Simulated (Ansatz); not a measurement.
Structure (in its standard cell), coordinates from a relaxation with DFT, PBE, plane waves (420 eV) with PAW, scalar-relativistic in Ansatz 0.2.0; the starting structure was generated, so it need not be a known form of this composition:

Space group Fm-3m (No. 225). a = 4.277 Å, b = 4.277 Å, c = 4.277 Å, α = 90.00°, β = 90.00°, γ = 90.00°
```
atom  site  symmetry       x       y       z
  Ge    4a      m-3m  0.0000  0.0000  0.0000
```

Question: Predict the [111] zone-axis pattern (200 kV, kinematic, B = 0.3 Å²).

Answer: The spots form a hexagonal net with both shortest vectors at d = 1.51 Å, 60.0° apart. They are -2 2 0 and -2 0 2. The pattern has symmetry 6mm. The lattice centring (F) removes all reflections that break h + k = 2n, h + l = 2n.

Strongest reflections with d > 0.80 Å, one of each family (|F|² from tabulated Gaussian fits of the electron scattering factors, times a small damping for the curvature of the Ewald sphere):

```tsv
hkl	d (Å)	I (strongest = 100)
2 0 -2	1.512	100
4 -2 -2	0.873	25
```

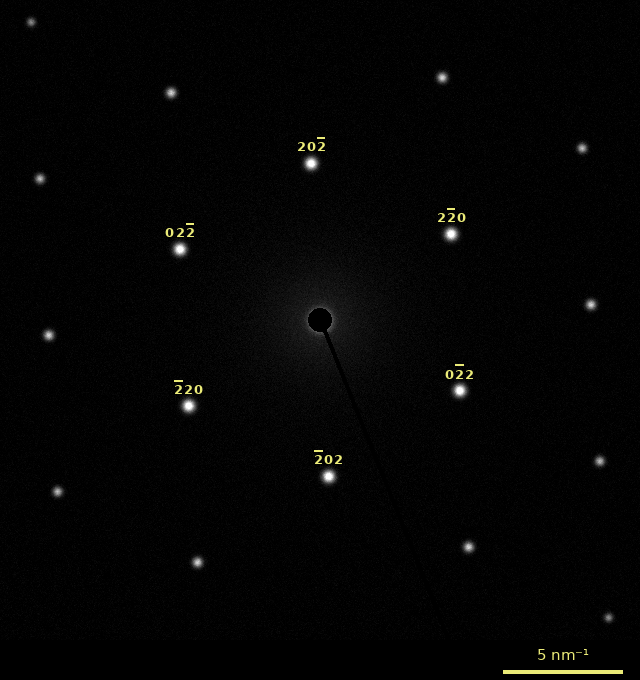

Calculated pattern, seen from the source side with [111] pointing towards the source.
